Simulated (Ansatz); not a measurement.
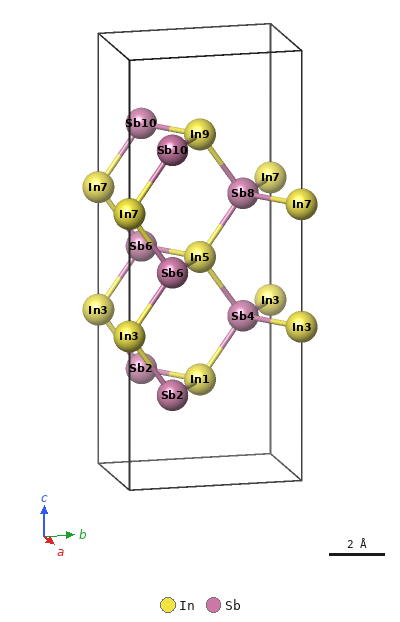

Figure 1. The input geometry of the first run (ball-and-stick view of the cell of the calculation, with the vacuum cut short, seen slightly off an axis; atoms are numbered from 1 in the order of the input). An atom can appear more than once, as a periodic image. Near neighbours in the periodic cell (some may lie outside the picture): In has 3 Sb at 2.84 Å; Sb has 3 In at 2.84 Å; In has 4 Sb at 2.84 Å; Sb has 4 In at 2.84 Å.

# InSb: a failed or faulty run and its cure

System: InSb (slab, 10 atoms in the cell).
Method of the first run: DFT r2SCAN, scalar-relativistic, plane waves, PAW, no spin polarisation (Ansatz 0.2.0).

The structure derives from an entry of the Crystallography Open Database. The run did not end well. Text and figures count atoms from 1; the logs count them from 0 in places.

### Input file, the first run
```yaml
crystal:
  lattice:
    - [4.6351943571, 0.0, 0.0]
    - [0.0, 6.555154724, 0.0]
    - [0.0, 0.0, 24.2703887141]
  atoms:
    - { symbol: In, position: [0.5, 0.5, 0.3090185365] }
    - { symbol: Sb, position: [0.0, 0.25, 0.3090185365] }
    - { symbol: In, position: [0.0, 0.0, 0.4045092682] }
    - { symbol: Sb, position: [0.5, 0.75, 0.4045092682] }
    - { symbol: In, position: [0.5, 0.5, 0.5] }
    - { symbol: Sb, position: [0.0, 0.25, 0.5] }
    - { symbol: In, position: [0.0, 0.0, 0.5954907318] }
    - { symbol: Sb, position: [0.5, 0.75, 0.5954907318] }
    - { symbol: In, position: [0.5, 0.5, 0.6909814635] }
    - { symbol: Sb, position: [0.0, 0.25, 0.6909814635] }
basis:
  ecutwfc: 500
kpoints:
  mp_grid: { grid: [8, 6, 1] }
hamiltonian:
  xc: r2scan
scf:
  occupations: { method: gaussian, width: 0.1 }
  max_iter: 2
output:
  forces: true
  stress: true
  eigenvalues: true
efield:
  axis: 3
  dipole_correction: true
  ramp_width: 0.04
```

Command:
```bash
ansatz run input.yaml --threads 2 --pin off --max-ram 5120MiB --backend cpu --events-out ev --progress --plain --runs-dir out
```

Hardware: 2 threads of AMD EPYC (Zen 5), 32 GiB of memory available, shared host.

### Output, shortened to warnings, some set-up lines, iterations and results (the first run)
```
Error: did not converge after 2 iterations: dr2 = 1.26e-1 (threshold 1.00e-7), under the density mixer `msr1`, which `scf.mixing.algorithm: auto` chose by the deck's other keys (type `scf.mixing.algorithm: msr1` to keep it); raise `scf.max_iter`, which need not help a stalled SCF, or adjust the mixing (`scf.mixing`) or, under a smearing, its width (`scf.occupations.width`, in either direction: …
Basis set: ecut = 500 eV, 18727 PW (Γ), exchange–correlation on 144×192×720 points (64 copies of the dense FFT grid, shifted against one another)
Symmetry: 2 space group operations
k-points: 20 of 48 (time reversal used)
Initial density: superposition of atomic densities (neutral atoms: chi_scale 0, normalization atom), corrected by the library's trained network
[...]
SCF iter   1: F=—  HF=-60554.181735 eV  |F-HF|=—  |Δ(HF+E_count)|=         —  Δρ=4.50e-3  dr2=1.93e-1  dr2_τ=2.61e-2  ethr=1.77e-3  p=0.000 e·Å  D=3.02e-14 V/Å  ΔV_dip=-0.00 …
SCF iter   2: F=—  HF=-60554.228512 eV  |F-HF|=—  |Δ(HF+E_count)|=   4.68e-2  Δρ=2.77e-3  dr2=1.26e-1  dr2_τ=1.74e-3  ethr=1.38e-4  p=0.000 e·Å  D=8.97e-7 V/Å  ΔV_dip=-0.00 …
Error: did not converge after 2 iterations: dr2 = 1.26e-1 (threshold 1.00e-7), under the density mixer `msr1`, which `scf.mixing.algorithm: auto` chose by the deck's other keys (type `scf.mixing.algorithm: msr1` to keep it); raise `scf.max_iter`, which need not help a stalled SCF, or adjust the …
```

What went wrong, and how is the input to be mended?

The run did not converge: “did not converge after 2 iterations: dr2 = 1.26e-1 (threshold 1.00e-7), under the density mixer `msr1`, which `scf.mixing.algorithm: auto` chose by the deck's other keys (type `scf.mixing.algorithm: msr1` to keep it) …” Its last values are not results.

A run of the same system that converges differs from this input as follows (lines with − go, lines with + come):
```diff
-  max_iter: 2
```

### Output, shortened to warnings, some set-up lines, iterations and results (the second run)
```
Basis set: ecut = 500 eV, 18727 PW (Γ), exchange–correlation on 144×192×720 points (64 copies of the dense FFT grid, shifted against one another)
Symmetry: 2 space group operations
k-points: 20 of 48 (time reversal used)
Initial density: superposition of atomic densities (neutral atoms: chi_scale 0, normalization atom), corrected by the library's trained network
[...]
SCF iter   1: F=—  HF=-60554.182562 eV  |F-HF|=—  |Δ(HF+E_count)|=         —  Δρ=4.59e-3  dr2=2.01e-1  dr2_τ=2.60e-2  ethr=1.77e-3  p=0.000 e·Å  D=3.02e-14 V/Å  ΔV_dip=-0.00 …
SCF iter   2: F=—  HF=-60554.229933 eV  |F-HF|=—  |Δ(HF+E_count)|=   4.74e-2  Δρ=2.83e-3  dr2=1.30e-1  dr2_τ=1.77e-3  ethr=1.43e-4  p=0.000 e·Å  D=6.45e-6 V/Å  ΔV_dip=-0.00 …
SCF iter   3: F=—  HF=-60554.192679 eV  |F-HF|=—  |Δ(HF+E_count)|=   3.73e-2  Δρ=6.21e-4  dr2=7.64e-3  dr2_τ=1.31e-4  ethr=9.26e-5  p=0.000 e·Å  D=1.63e-7 V/Å  ΔV_dip=-0.00 …
SCF iter   4: F=—  HF=-60554.191907 eV  |F-HF|=—  |Δ(HF+E_count)|=   7.73e-4  Δρ=2.53e-4  dr2=8.71e-4  dr2_τ=2.00e-5  ethr=5.46e-6  p=-0.000 e·Å  D=-3.69e-7 V/Å  ΔV_dip=0.00 …
SCF iter   5: F=—  HF=-60554.191810 eV  |F-HF|=—  |Δ(HF+E_count)|=   9.65e-5  Δρ=6.56e-5  dr2=4.94e-5  dr2_τ=2.03e-6  ethr=6.22e-7  p=-0.000 e·Å  D=-4.16e-8 V/Å  ΔV_dip=0.00 …
SCF iter   6: F=—  HF=-60554.191925 eV  |F-HF|=—  |Δ(HF+E_count)|=   1.15e-4  Δρ=2.87e-5  dr2=2.05e-5  dr2_τ=3.01e-7  ethr=3.53e-8  p=-0.000 e·Å  D=-1.17e-8 V/Å  ΔV_dip=0.00 …
SCF iter   7: F=—  HF=-60554.191929 eV  |F-HF|=—  |Δ(HF+E_count)|=   4.65e-6  Δρ=1.12e-5  dr2=1.41e-6  dr2_τ=4.04e-8  ethr=1.47e-8  p=0.000 e·Å  D=3.99e-8 V/Å  ΔV_dip=-0.00 …
SCF iter   8: F=—  HF=-60554.191930 eV  |F-HF|=—  |Δ(HF+E_count)|=   7.06e-7  Δρ=4.10e-6  dr2=1.18e-7  dr2_τ=4.53e-9  ethr=1.00e-9  p=0.000 e·Å  D=2.95e-8 V/Å  ΔV_dip=-0.00 …
SCF iter   9: F=-60554.191930 eV  HF=-60554.191930 eV  |F-HF|=6.39e-9  |Δ(HF+E_count)|=   2.03e-7  Δρ=1.17e-6  dr2=1.24e-8  dr2_τ=6.09e-10  ethr=7.14e-11  p=0.000 e·Å  …
SCF 1 converged in 9 iterations: F = -60554.191930 eV  dr2 = 1.24e-8
SCF converged after 9 iterations
Free energy (F): -60554.191930 eV
Harris-Foulkes:  -60554.191930 eV  (|F-HF|=6.39e-9)
Internal energy: -60554.184457 eV  (E = F + TS)
E sigma→0 (E₀):  -60554.188194 eV
Entropy (-TS):   -0.007473 eV (-0.747 meV/atom)
Fermi energy:    0.846270 eV
Dipole field:    D = 0.000000 V/Å  (p = 0.000000 e·Å, saw-weighted, corrected)
Work function:   Φ+ = 4.5636 eV   Φ− = 4.5636 eV
Levels:          The Fermi level and band energies are counted from a zero that moves with the ramp; work functions are not
--- Per-component energies (eV) ---
  E_band       = -2267.524609
  E_kinetic    = 2239.127314
  E_local      = -82563.464230  (includes V_loc(G=0)·N_el)
  E_nonlocal   = 3654.498959
  E_hartree    = 39735.770655
  E_xc         = -1635.817849
  E_vxc        = -1040.771710  (∫ρ·V_xc dr)
  E_paw        = -43932.879780  (= ΣΔE_a)
  E_vpaw       = -4101.186101  (= ΣTr[D̂ρ^β])
  E_aug_tail   = 0.000035  (compensation charges beyond the density's cutoff)
  E_vtau       = 72.730318  (kinetic-family band-sum trace: ∫τ·v_τ [+ j·A + Jᵃ·Aᵃ] dr)
  E_efield     = 0.000000  (sawtooth field / dipole correction)
  E_vefield    = 0.000000  (∫n·V_field dr)
  E_ewald      = 21941.222525
  E_core_change = 7.357914  (= ΣΔE_core)
  E_smearing   = -0.007473  (= −TS)
  E_closure    = -0.000000  (closes the sum)
  Σ components = -60554.191930   (vs F -60554.191930, Δ=0.00e0)
--- Forces (eV/Å), atoms counted from 1 ---
  atom   1  In     0.00000000    -0.78272756     0.89793763
  atom   2  Sb     0.00000000     0.11800091    -1.06534384
  atom   3  In     0.00000000     0.33835966     0.18006100
  atom   4  Sb     0.00000000     0.49059008    -0.25621887
  atom   5  In     0.00000000    -0.37393480    -0.00000004
  atom   6  Sb     0.00000000     0.04547676    -0.00000002
  atom   7  In     0.00000000     0.33835969    -0.18006089
  atom   8  Sb     0.00000000     0.49059008     0.25621888
  atom   9  In     0.00000000    -0.78272758    -0.89793763
  atom  10  Sb     0.00000000     0.11800082     1.06534385
  max |Σ_I F_I| component: 1.19e-5 eV/Å
--- Stress (GPa, compression-positive) ---
       -0.383082       0.000000       0.000000
        0.000000      -0.417677       0.000000
        0.000000       0.000000       0.413893
  P = ⅓ Tr σ = -0.1290 GPa (-1.290 kbar)
```

### The two runs side by side

| quantity | the first run | the second run |
| --- | --- | --- |
| outcome | not converged | converged |
| free energy per atom (eV) | – | −6055.4192 |
| gap on the mesh (eV) | – | 0.00 |
| work function (eV) | – | 4.56 |
| largest force (eV/Å) | – | 1.191 |
| SCF iterations | – | 9 |
| irreducible k-points | – | 20 |
| plane waves at Γ | – | 18727 |
| wall time (shared host) | 33 s | 46 s |
